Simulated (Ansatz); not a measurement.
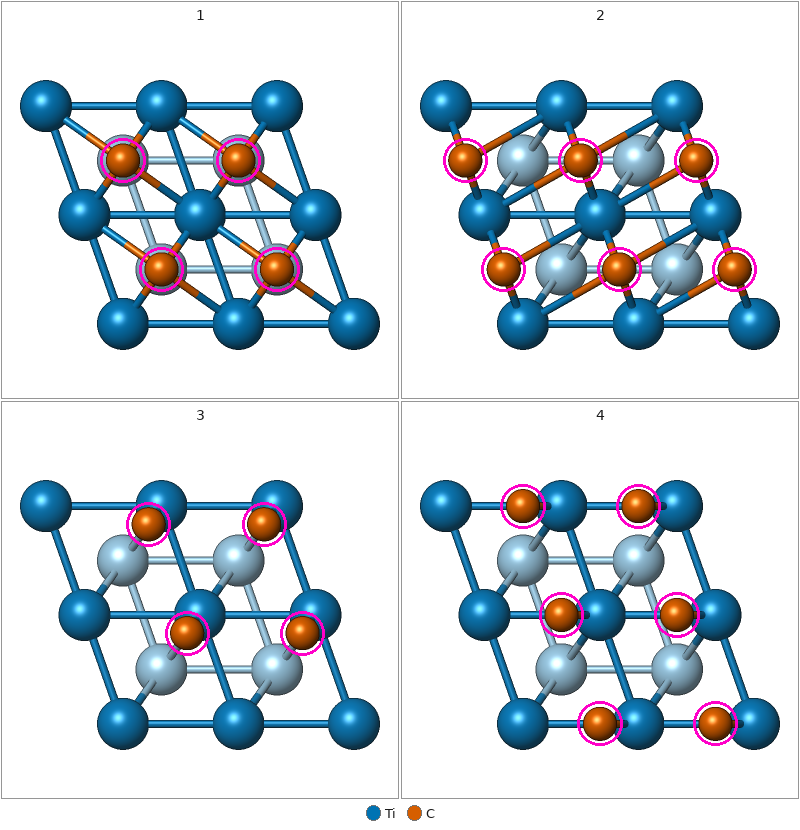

C on a Ti(110) slab cut from the Im-3m phase, its upper half relaxed before the scan (3 atoms of substrate and one adsorbate in a 1 × 1 cell). 
- C is moved over the surface cell; relaxed at each place: the height of the adsorbate's atoms; substrate rigid; the origin of the map has the adsorbate above Ti3.
- Places are given modulo a cell vector. The map is drawn in real space over the plane of the surface.
- Grid: 6 × 6 points; 13 points were computed and 23 follow by symmetry.
- Energies are in eV, from the lowest grid point.
- With one adsorbate in each 1 × 1 cell, its nearest image is 2.8 Å away, so neighbouring adsorbates interact.
- Level of theory: DFT PBE, scalar-relativistic, plane waves, PAW in Ansatz. Settings: cutoff 420 eV, k-mesh 10×10×1, gaussian smearing 0.1 eV, no spin polarisation.

The numbered pictures are structures from this grid. Rings mark the moved atoms.

Rank them by energy, lowest first.

1, at a bridge site between two Ti atoms, over a second-layer Ti atom, (3/6, 3/6) of the cell vectors: 0.00 eV; 2, at a bridge site between two Ti atoms, (0/6, 3/6) of the cell vectors: 1.30 eV; 4, at (4/6, 0/6) of the cell vectors [nearest 1 Ti at 1.81 Å]: 2.00 eV; 3, at (5/6, 5/6) of the cell vectors [nearest 1 Ti at 1.90 Å]: 2.68 eV.

The map, with the structures marked:

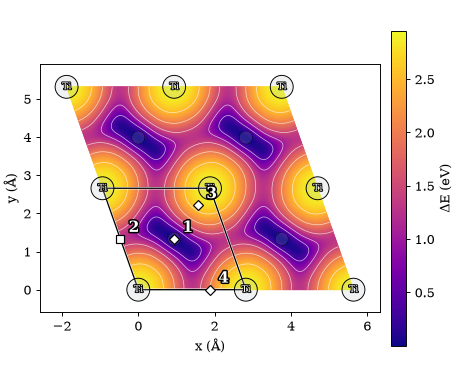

The picture shows a smooth colour map with a few white contour lines, labelled circles for the atoms of the top layer and small ones for the second layer, the outline of one cell of the 2 × 2 shown. Between grid points the surface is interpolated.

PAW datasets: the set soft_1.
